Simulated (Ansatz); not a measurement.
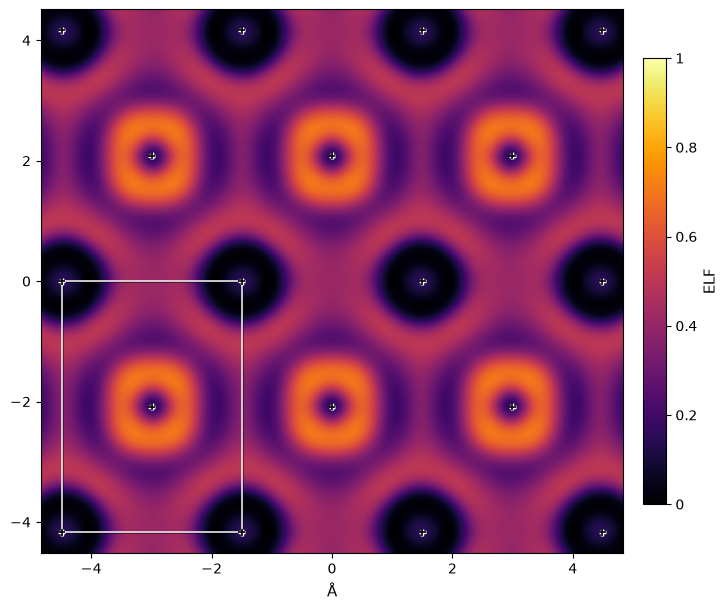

The ELF on a plane through atoms (crosses mark nuclei in the plane).

Level of theory: DFT, PBE, plane-wave PAW, default files, scalar-relativistic, frozen cores in Ansatz 0.2.0.

Candidates:
A. AlRu, a = 2.99 Å, b = 2.99 Å, c = 2.90 Å, α = 90.00°, β = 90.00°, γ = 90.00°. Space group P4/mmm; computed pressure about 10 GPa in this cell; computed without spin polarisation.
B. HfO2, a = 5.09 Å, b = 10.08 Å, c = 5.26 Å, α = 90.00°, β = 90.00°, γ = 90.00°. Space group Pbca.
C. SiO2, a = 4.17 Å, b = 4.17 Å, c = 2.69 Å, α = 90.00°, β = 90.00°, γ = 90.00°. Space group P4₂/mnm; computed pressure about 9 GPa in this cell.

**Which system is this?**

Candidate A: AlRu on the (101) plane of the conventional cell, which holds Al and Ru. Al–Ru (2.57 Å): the ELF is about 0.40 at the midpoint. Al–Al (2.99 Å): the ELF is about 0.40 at the midpoint.
